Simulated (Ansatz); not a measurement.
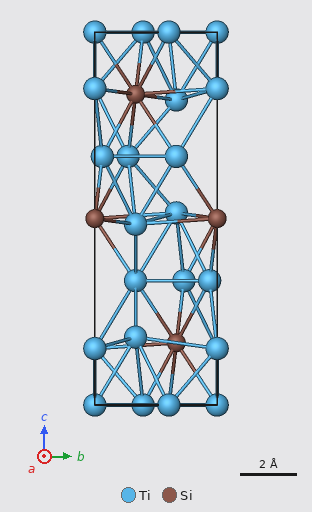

Starting structure of solid Ti$_{5}$Si (set up in R32). Style: ball-and-stick. Shown: the conventional cell (3 times the calculation's cell), along the a axis. Lengths and directions refer to the drawn axes.

Level of theory: DFT PBEsol, scalar-relativistic, plane waves, PAW (Ansatz 0.2.0).

The input:
```yaml
crystal:
  lattice:
    - [2.5228393509, 1.4565619783, 4.4409048145]
    - [-2.5228393509, 1.4565619783, 4.4409048145]
    - [0.0, -2.9131239567, 4.4409048145]
  atoms:
    - { symbol: Ti, position: [0.15143967, 0.15143967, 0.15143967] }
    - { symbol: Ti, position: [0.60535, 0.39465, 0.0] }
    - { symbol: Ti, position: [0.0, 0.60535, 0.39465] }
    - { symbol: Ti, position: [0.84856033, 0.84856033, 0.84856033] }
    - { symbol: Ti, position: [0.39465, 0.0, 0.60535] }
    - { symbol: Si, position: [0.5, 0.5, 0.5] }
basis:
  ecutwfc: 420
kpoints:
  mp_grid: { grid: [12, 12, 12] }
hamiltonian:
  xc: pbesol
scf:
  occupations: { method: gaussian, width: 0.1 }
output:
  forces: true
  stress: true
  eigenvalues: true
  write_density: true
  write_potential: true
  elf: true
  volumetric_format: npy
relax:
  adjacent_minimum: "off"
  f_tol: 0.005
  max_steps: 80
  cell: { stress_tol: 0.05 }
```

Command:
```bash
ansatz run input.yaml --threads 2 --pin off --max-ram 5120MiB --backend cpu --events-out ev --progress --plain --runs-dir out
```

What does the optimiser find from here?

Answer. The atoms keep their places relative to the cell (all moves are under 0.005 Å). Cell: a = b 5.046 → 4.980 Å (−1.3 %), c 13.323 → 13.197 Å (−0.9 %). Volume −3.5 %. Some distances before and after: Ti1–Si6 2.920 → 2.882 Å, Ti1–Ti4 2.941 → 2.904 Å, Ti2–Ti3 2.686 → 2.648 Å, Ti1–Ti2 2.835 → 2.803 Å. The space group stays R32 (No. 155). After 4 accepted moves (5 points after the start) the energy has fallen by 49.0 meV per cell of the calculation. The largest force component goes from 0.067 to 0.00052 eV/Å. Pressure: −4.41 GPa at the start and 0.00 GPa at the end. At 1 point the geometry stayed and the basis and grid were re-selected for the new cell (energy shift of 0.3 meV per cell of the calculation at most each time).

After the run, drawn alike:

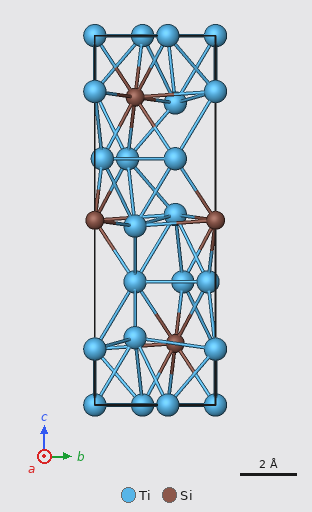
